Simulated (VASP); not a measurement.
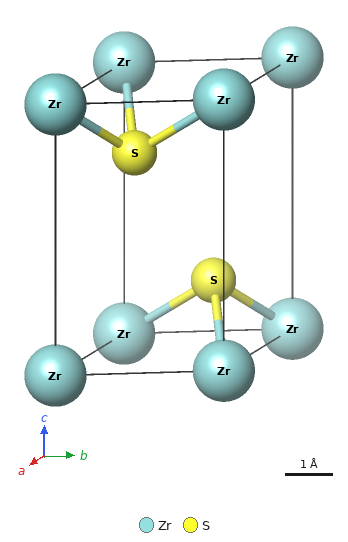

Fig. 1: The starting structure (ball-and-stick view of the cell of the calculation, seen slightly off an axis).

**ZrS$_{2}$: geometry relaxation (part 1 of 4)**

The run: geometry relaxation of ZrS$_{2}$ (P-3m1, 3 atoms in the cell). Method and program: Kohn-Sham DFT of a periodic cell, LDA, VASP PAW LDA potentials, recommended, no spin polarisation (VASP 6.6.1).

The structure derives from a Materials Project entry.

**OSZICAR**
```
N       E                     dE             d eps       ncg     rms          rms(c)
DAV:   1     0.118251575704E+03    0.11825E+03   -0.90975E+03   264   0.911E+02
DAV:   2    -0.192102585149E+02   -0.13746E+03   -0.13525E+03   328   0.247E+02
DAV:   3    -0.253356485761E+02   -0.61254E+01   -0.61194E+01   424   0.521E+01
DAV:   4    -0.254167710567E+02   -0.81122E-01   -0.81107E-01   344   0.584E+00
DAV:   5    -0.254194381767E+02   -0.26671E-02   -0.26670E-02   416   0.803E-01    0.161E+01
DAV:   6    -0.233463432310E+02    0.20731E+01   -0.83696E+00   280   0.161E+01    0.803E+00
DAV:   7    -0.232547708213E+02    0.91572E-01   -0.63675E-01   392   0.462E+00    0.351E+00
DAV:   8    -0.232429690171E+02    0.11802E-01   -0.77815E-02   296   0.178E+00    0.599E-01
DAV:   9    -0.232419965833E+02    0.97243E-03   -0.92352E-03   360   0.624E-01    0.401E-01
DAV:  10    -0.232418675998E+02    0.12898E-03   -0.19112E-03   368   0.300E-01    0.143E-01
DAV:  11    -0.232418308252E+02    0.36775E-04   -0.16177E-04   368   0.846E-02    0.483E-02
DAV:  12    -0.232418325490E+02   -0.17238E-05   -0.26300E-05   352   0.283E-02    0.215E-02
DAV:  13    -0.232418321279E+02    0.42114E-06   -0.14167E-06   264   0.675E-03
   1 F= -.23241832E+02 E0= -.23241832E+02  d E =-.232418E+02
       N       E                     dE             d eps       ncg     rms          rms(c)
DAV:   1    -0.240845938142E+02   -0.84276E+00   -0.27546E+01   280   0.480E+01    0.109E+01
DAV:   2    -0.233523545099E+02    0.73224E+00   -0.16370E+00   280   0.122E+01    0.328E+00
DAV:   3    -0.231964499914E+02    0.15590E+00   -0.89885E-01   360   0.660E+00    0.147E+00
DAV:   4    -0.232107514984E+02   -0.14302E-01   -0.39550E-02   304   0.120E+00    0.827E-01
DAV:   5    -0.232187860148E+02   -0.80345E-02   -0.19919E-02   448   0.658E-01    0.342E-01
DAV:   6    -0.232206758669E+02   -0.18899E-02   -0.45973E-03   448   0.369E-01    0.727E-02
DAV:   7    -0.232206526324E+02    0.23235E-04   -0.12092E-04   304   0.941E-02    0.324E-02
DAV:   8    -0.232206440116E+02    0.86207E-05   -0.24515E-05   400   0.280E-02    0.925E-03
DAV:   9    -0.232206437060E+02    0.30564E-06   -0.73557E-07   192   0.723E-03
   2 F= -.23220644E+02 E0= -.23220644E+02  d E =0.211884E-01
       N       E                     dE             d eps       ncg     rms          rms(c)
DAV:   1    -0.235190817519E+02   -0.29844E+00   -0.83087E+00   280   0.270E+01    0.560E+00
DAV:   2    -0.233228114251E+02    0.19627E+00   -0.63528E-01   288   0.744E+00    0.187E+00
DAV:   3    -0.232657930551E+02    0.57018E-01   -0.21174E-01   368   0.345E+00    0.639E-01
DAV:   4    -0.232696078089E+02   -0.38148E-02   -0.13280E-02   368   0.538E-01    0.364E-01
DAV:   5    -0.232723924475E+02   -0.27846E-02   -0.84583E-03   448   0.415E-01    0.110E-01
DAV:   6    -0.232724596349E+02   -0.67187E-04   -0.33043E-04   368   0.116E-01    0.445E-02
DAV:   7    -0.232724541958E+02    0.54391E-05   -0.37750E-05   344   0.424E-02    0.234E-02
DAV:   8    -0.232724530962E+02    0.10996E-05   -0.10734E-06   176   0.818E-03    0.182E-02
DAV:   9    -0.232724511135E+02    0.19827E-05   -0.57896E-06   320   0.166E-02    0.532E-03
DAV:  10    -0.232724512401E+02   -0.12655E-06   -0.28575E-07   152   0.453E-03
   3 F= -.23272451E+02 E0= -.23272451E+02  d E =-.306191E-01
       N       E                     dE             d eps       ncg     rms          rms(c)
DAV:   1    -0.232725139821E+02   -0.62869E-04   -0.20893E-03   296   0.423E-01    0.891E-02
DAV:   2    -0.232724626727E+02    0.51309E-04   -0.14503E-04   296   0.114E-01    0.282E-02
DAV:   3    -0.232724496479E+02    0.13025E-04   -0.57627E-05   376   0.549E-02    0.110E-02
DAV:   4    -0.232724506569E+02   -0.10090E-05   -0.27329E-06   296   0.895E-03    0.612E-03
DAV:   5    -0.232724513213E+02   -0.66443E-06   -0.26602E-06   280   0.749E-03
   4 F= -.23272451E+02 E0= -.23272451E+02  d E =-.306192E-01
       N       E                     dE             d eps       ncg     rms          rms(c)
DAV:   1    -0.232830070979E+02   -0.10556E-01   -0.43804E-01   256   0.483E+00    0.609E-01
DAV:   2    -0.232785118037E+02    0.44953E-02   -0.26603E-02   288   0.137E+00    0.282E-01
DAV:   3    -0.232774101816E+02    0.11016E-02   -0.31500E-03   376   0.392E-01    0.141E-01
DAV:   4    -0.232773425376E+02    0.67644E-04   -0.61165E-04   408   0.145E-01    0.788E-02
DAV:   5    -0.232773775492E+02   -0.35012E-04   -0.19412E-04   432   0.791E-02    0.426E-02
DAV:   6    -0.232773879090E+02   -0.10360E-04   -0.26956E-05   376   0.326E-02    0.736E-03
DAV:   7    -0.232773885025E+02   -0.59345E-06   -0.33663E-06   360   0.100E-02
   5 F= -.23277389E+02 E0= -.23277389E+02  d E =-.493718E-02
       N       E                     dE             d eps       ncg     rms          rms(c)
DAV:   1    -0.233414714403E+02   -0.64084E-01   -0.39719E+00   256   0.145E+01    0.183E+00
DAV:   2    -0.232994712737E+02    0.42000E-01   -0.24004E-01   280   0.411E+00    0.823E-01
DAV:   3    -0.232895856124E+02    0.98857E-02   -0.32503E-02   368   0.124E+00    0.411E-01
DAV:   4    -0.232892621265E+02    0.32349E-03   -0.48470E-03   392   0.402E-01    0.239E-01
DAV:   5    -0.232895481490E+02   -0.28602E-03   -0.18132E-03   432   0.247E-01    0.146E-01
DAV:   6    -0.232896690097E+02   -0.12086E-03   -0.31389E-04   392   0.106E-01    0.229E-02
DAV:   7    -0.232896748633E+02   -0.58536E-05   -0.31815E-05   400   0.315E-02    0.102E-02
DAV:   8    -0.232896746709E+02    0.19241E-06   -0.18478E-06   272   0.104E-02
   6 F= -.23289675E+02 E0= -.23289675E+02  d E =-.172233E-01
       N       E                     dE             d eps       ncg     rms          rms(c)
DAV:   1    -0.235153649388E+02   -0.22569E+00   -0.16102E+01   256   0.293E+01    0.379E+00
DAV:   2    -0.233391199920E+02    0.17624E+00   -0.97651E-01   272   0.827E+00    0.161E+00
DAV:   3    -0.233003908475E+02    0.38729E-01   -0.14984E-01   376   0.265E+00    0.820E-01
DAV:   4    -0.233000821570E+02    0.30869E-03   -0.16880E-02   384   0.741E-01    0.515E-01
DAV:   5    -0.233010580201E+02   -0.97586E-03   -0.70729E-03   424   0.495E-01    0.337E-01
DAV:   6    -0.233017346167E+02   -0.67660E-03   -0.17442E-03   408   0.223E-01    0.516E-02
DAV:   7    -0.233017634669E+02   -0.28850E-04   -0.11867E-04   368   0.668E-02    0.214E-02
DAV:   8    -0.233017629512E+02    0.51562E-06   -0.76002E-06   328   0.168E-02
   7 F= -.23301763E+02 E0= -.23301763E+02  d E =-.293116E-01
       N       E                     dE             d eps       ncg     rms          rms(c)
DAV:   1    -0.233142107517E+02   -0.12447E-01   -0.56293E-01   256   0.543E+00    0.594E-01
DAV:   2    -0.233075937220E+02    0.66170E-02   -0.39227E-02   280   0.143E+00    0.304E-01
DAV:   3    -0.233065968644E+02    0.99686E-03   -0.24360E-03   360   0.322E-01    0.153E-01
DAV:   4    -0.233063180636E+02    0.27880E-03   -0.97316E-04   392   0.195E-01    0.620E-02
DAV:   5    -0.233063162966E+02    0.17670E-05   -0.12753E-04   384   0.647E-02    0.325E-02
DAV:   6    -0.233063163845E+02   -0.87904E-07   -0.20780E-05   328   0.330E-02    0.738E-03
DAV:   7    -0.233063160909E+02    0.29359E-06   -0.38633E-06   288   0.118E-02
   8 F= -.23306316E+02 E0= -.23306316E+02  d E =-.455314E-02
       N       E                     dE             d eps       ncg     rms          rms(c)
DAV:   1    -0.233856752114E+02   -0.79359E-01   -0.51236E+00   256   0.164E+01    0.177E+00
DAV:   2    -0.233256476692E+02    0.60028E-01   -0.34924E-01   280   0.427E+00    0.895E-01
DAV:   3    -0.233165404012E+02    0.91073E-02   -0.23401E-02   352   0.995E-01    0.445E-01
DAV:   4    -0.233143381330E+02    0.22023E-02   -0.74526E-03   384   0.529E-01    0.201E-01
DAV:   5    -0.233143151195E+02    0.23014E-04   -0.12871E-03   384   0.212E-01    0.977E-02
DAV:   6    -0.233143047441E+02    0.10375E-04   -0.22962E-04   304   0.105E-01    0.242E-02
DAV:   7    -0.233143041380E+02    0.60617E-06   -0.24906E-05   336   0.335E-02    0.952E-03
DAV:   8    -0.233143040582E+02    0.79770E-07   -0.21236E-06   192   0.102E-02
   9 F= -.23314304E+02 E0= -.23314304E+02  d E =-.125411E-01
       N       E                     dE             d eps       ncg     rms          rms(c)
DAV:   1    -0.233242053339E+02   -0.99012E-02   -0.68432E-01   256   0.604E+00    0.652E-01
DAV:   2    -0.233163951236E+02    0.78102E-02   -0.46839E-02   280   0.157E+00    0.337E-01
DAV:   3    -0.233151598905E+02    0.12352E-02   -0.29556E-03   352   0.359E-01    0.167E-01
DAV:   4    -0.233148325538E+02    0.32734E-03   -0.11503E-03   392   0.213E-01    0.691E-02
DAV:   5    -0.233148328841E+02   -0.33025E-06   -0.15043E-04   384   0.706E-02    0.356E-02
DAV:   6    -0.233148329322E+02   -0.48090E-07   -0.25989E-05   320   0.364E-02    0.796E-03
DAV:   7    -0.233148326719E+02    0.26024E-06   -0.42475E-06   296   0.125E-02
  10 F= -.23314833E+02 E0= -.23314833E+02  d E =-.130697E-01
       N       E                     dE             d eps       ncg     rms          rms(c)
DAV:   1    -0.233252379588E+02   -0.10405E-01   -0.33572E-01   272   0.527E+00    0.923E-01
DAV:   2    -0.233171719884E+02    0.80660E-02   -0.27294E-02   304   0.149E+00    0.336E-01
DAV:   3    -0.233154521527E+02    0.17198E-02   -0.67621E-03   360   0.569E-01    0.118E-01
DAV:   4    -0.233155226946E+02   -0.70542E-04   -0.42223E-04   392   0.121E-01    0.917E-02
DAV:   5    -0.233156062984E+02   -0.83604E-04   -0.17592E-04   416   0.677E-02    0.218E-02
DAV:   6    -0.233156137842E+02   -0.74858E-05   -0.36211E-05   432   0.362E-02    0.985E-03
DAV:   7    -0.233156138399E+02   -0.55643E-07   -0.17497E-06   240   0.105E-02
  11 F= -.23315614E+02 E0= -.23315614E+02  d E =-.781168E-03
       N       E                     dE             d eps       ncg     rms          rms(c)
DAV:   1    -0.233163045876E+02   -0.69080E-03   -0.20730E-02   272   0.131E+00    0.228E-01
DAV:   2    -0.233158100687E+02    0.49452E-03   -0.17185E-03   304   0.373E-01    0.838E-02
DAV:   3    -0.233157032881E+02    0.10678E-03   -0.40700E-04   360   0.140E-01    0.284E-02
DAV:   4    -0.233157073162E+02   -0.40281E-05   -0.27153E-05   400   0.306E-02    0.225E-02
DAV:   5    -0.233157124307E+02   -0.51145E-05   -0.94323E-06   416   0.158E-02    0.581E-03
DAV:   6    -0.233157129335E+02   -0.50284E-06   -0.23705E-06   296   0.964E-03
  12 F= -.23315713E+02 E0= -.23315713E+02  d E =-.880262E-03
       N       E                     dE             d eps       ncg     rms          rms(c)
DAV:   1    -0.233159425525E+02   -0.23012E-03   -0.67592E-03   264   0.711E-01    0.991E-02
DAV:   2    -0.233158502855E+02    0.92267E-04   -0.47972E-04   304   0.170E-01    0.347E-02
DAV:   3    -0.233158228973E+02    0.27388E-04   -0.84736E-05   344   0.768E-02    0.185E-02
DAV:   4    -0.233158221287E+02    0.76851E-06   -0.12314E-05   384   0.208E-02    0.137E-02
DAV:   5    -0.233158227563E+02   -0.62755E-06   -0.98587E-07   136   0.654E-03
  13 F= -.23315823E+02 E0= -.23315823E+02  d E =-.109823E-03
       N       E                     dE             d eps       ncg     rms          rms(c)
DAV:   1    -0.233169475784E+02   -0.11254E-02   -0.58883E-02   264   0.210E+00    0.294E-01
DAV:   2    -0.233161330329E+02    0.81455E-03   -0.41523E-03   304   0.502E-01    0.104E-01
DAV:   3    -0.233158897684E+02    0.24326E-03   -0.74726E-04   344   0.228E-01    0.545E-02
DAV:   4    -0.233158830578E+02    0.67106E-05   -0.10643E-04   392   0.611E-02    0.399E-02
DAV:   5    -0.233158887308E+02   -0.56730E-05   -0.12999E-05   440   0.193E-02    0.193E-02
DAV:   6    -0.233158913014E+02   -0.25706E-05   -0.10422E-05   408   0.189E-02    0.321E-03
DAV:   7    -0.233158913401E+02   -0.38750E-07   -0.26530E-07   128   0.416E-03
  14 F= -.23315891E+02 E0= -.23315891E+02  d E =-.178407E-03
       N       E                     dE             d eps       ncg     rms          rms(c)
DAV:   1    -0.233160030722E+02   -0.11177E-03   -0.51064E-03   264   0.617E-01    0.872E-02
DAV:   2    -0.233159325033E+02    0.70569E-04   -0.36242E-04   304   0.148E-01    0.306E-02
DAV:   3    -0.233159112247E+02    0.21279E-04   -0.64233E-05   344   0.667E-02    0.161E-02
DAV:   4    -0.233159105192E+02    0.70558E-06   -0.91276E-06   344   0.180E-02
  15 F= -.23315911E+02 E0= -.23315911E+02  d E =-.197586E-03
       N       E                     dE             d eps       ncg     rms          rms(c)
DAV:   1    -0.233159664468E+02   -0.55222E-04   -0.33203E-03   264   0.499E-01    0.674E-02
DAV:   2    -0.233159165334E+02    0.49913E-04   -0.23442E-04   304   0.121E-01    0.236E-02
DAV:   3    -0.233159024774E+02    0.14056E-04   -0.45014E-05   344   0.547E-02    0.149E-02
DAV:   4    -0.233159022748E+02    0.20256E-06   -0.59693E-06   304   0.149E-02
  16 F= -.23315902E+02 E0= -.23315902E+02  d E =-.189341E-03
       N       E                     dE             d eps       ncg     rms          rms(c)
DAV:   1    -0.233159147596E+02   -0.12282E-04   -0.44398E-04   264   0.180E-01    0.282E-02
DAV:   2    -0.233159100787E+02    0.46810E-05   -0.32410E-05   320   0.431E-02    0.109E-02
DAV:   3    -0.233159084005E+02    0.16782E-05   -0.48651E-06   304   0.192E-02    0.383E-03
DAV:   4    -0.233159082739E+02    0.12656E-06   -0.58985E-07   128   0.548E-03
  17 F= -.23315908E+02 E0= -.23315908E+02  d E =-.195340E-03
       N       E                     dE             d eps       ncg     rms          rms(c)
DAV:   1    -0.233159171508E+02   -0.87503E-05   -0.34490E-04   264   0.161E-01    0.220E-02
DAV:   2    -0.233159122089E+02    0.49419E-05   -0.23671E-05   312   0.379E-02    0.778E-03
DAV:   3    -0.233159107846E+02    0.14243E-05   -0.45472E-06   304   0.176E-02    0.448E-03
DAV:   4    -0.233159107500E+02    0.34584E-07   -0.48696E-07   128   0.519E-03
  18 F= -.23315911E+02 E0= -.23315911E+02  d E =-.197817E-03
       N       E                     dE             d eps       ncg     rms          rms(c)
DAV:   1    -0.233159128050E+02   -0.20204E-05   -0.83279E-05   264   0.797E-02    0.104E-02
DAV:   2    -0.233159115402E+02    0.12648E-05   -0.53033E-06   304   0.180E-02    0.359E-03
DAV:   3    -0.233159112062E+02    0.33401E-06   -0.94472E-07   152   0.874E-03
  19 F= -.23315911E+02 E0= -.23315911E+02  d E =-.198273E-03
       N       E                     dE             d eps       ncg     rms          rms(c)
DAV:   1    -0.233159650052E+02   -0.53465E-04   -0.52701E-03   256   0.433E-01    0.619E-02
DAV:   2    -0.233159634071E+02    0.15981E-05   -0.23919E-04   296   0.971E-02    0.273E-02
DAV:   3    -0.233159609209E+02    0.24862E-05   -0.83265E-06   344   0.218E-02    0.140E-02
DAV:   4    -0.233159601839E+02    0.73697E-06   -0.39195E-06   248   0.146E-02
  20 F= -.23315960E+02 E0= -.23315960E+02  d E =-.489777E-04
       N       E                     dE             d eps       ncg     rms          rms(c)
DAV:   1    -0.233159689558E+02   -0.80349E-05   -0.15390E-03   256   0.234E-01    0.333E-02
DAV:   2    -0.233159682584E+02    0.69741E-06   -0.69148E-05   296   0.518E-02    0.146E-02
DAV:   3    -0.233159675172E+02    0.74120E-06   -0.20914E-06   232   0.116E-02
  21 F= -.23315968E+02 E0= -.23315968E+02  d E =-.563110E-04
       N       E                     dE             d eps       ncg     rms          rms(c)
DAV:   1    -0.233160670439E+02   -0.98785E-04   -0.38865E-03   256   0.484E-01    0.601E-02
DAV:   2    -0.233160130051E+02    0.54039E-04   -0.29301E-04   280   0.140E-01    0.294E-02
DAV:   3    -0.233160023044E+02    0.10701E-04   -0.25659E-05   360   0.353E-02    0.137E-02
DAV:   4    -0.233160007570E+02    0.15474E-05   -0.82247E-06   376   0.175E-02    0.714E-03
DAV:   5    -0.233160009302E+02   -0.17319E-06   -0.92157E-07   160   0.644E-03
  22 F= -.23316001E+02 E0= -.23316001E+02  d E =-.334130E-04
       N       E                     dE             d eps       ncg     rms          rms(c)
DAV:   1    -0.233166471943E+02   -0.64644E-03   -0.35206E-02   256   0.146E+00    0.180E-01
DAV:   2    -0.233161700309E+02    0.47716E-03   -0.26110E-03   280   0.416E-01    0.880E-02
```
